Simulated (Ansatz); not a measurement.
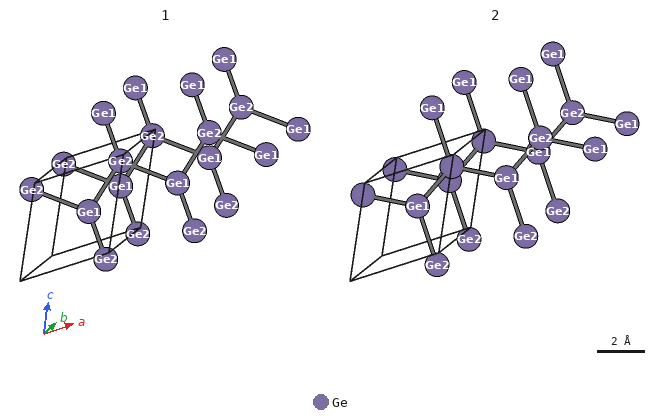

Two geometries of crystalline Ge (set up in P-1), drawn at one scale. One is the start of a relaxation, the other its converged end. A ball-and-stick model of the cell of the calculation, reduced to other axes, repeated 2 × 2 × 1 with one cell outlined, seen slightly off an axis. Lengths and directions refer to the drawn axes.

All numbers below come from DFT PBEsol, scalar-relativistic, plane waves, PAW in Ansatz. (plane-wave cutoff 420 eV; k-point mesh 10 × 10 × 10; occupations gaussian; smearing width 0.15 eV; no spin polarisation; atoms relaxed in a fixed cell; force threshold 0.01 eV/Å; at most 80 steps)

Which one is relaxed?

Structure 2 is the relaxed one. Case: all atoms moved at random, sigma 0.25 Å for each component, cell strained at random, sigma 0.06; relaxed back. Over 4 accepted moves (5 points after the start) the energy falls by 1.088 eV per cell of the calculation. Largest force component: 2.7 eV/Å at the start, 0.0004 eV/Å at the end. 1 step only repeated the SCF at the same geometry. The largest moves, 0.28 Å, are those of Ge1 and Ge2. Ge1 goes roughly along [0 −2 3]. The cell stays as it was. Near-neighbour distances that change, for instance: Ge1–Ge2 2.184 → 2.705 Å, Ge1–Ge2 (another image) 3.013 → 2.586 Å, Ge1–Ge2 (another image) 2.680 → 2.505 Å, Ge1–Ge2 (another image) 2.694 → 2.560 Å. Among the angles between lasting bonds that change: Ge2–Ge1–Ge2 127.0° → 112.2°, Ge2–Ge1–Ge2 123.3° → 110.7°, Ge2–Ge1–Ge2 96.0° → 104.1°. The space group stays P-1 (No. 2). The run took 89 s on 1 thread of Oxide Virtual Turin-like Processor (Zen 5) (shared host), peak memory 0.69 GiB.
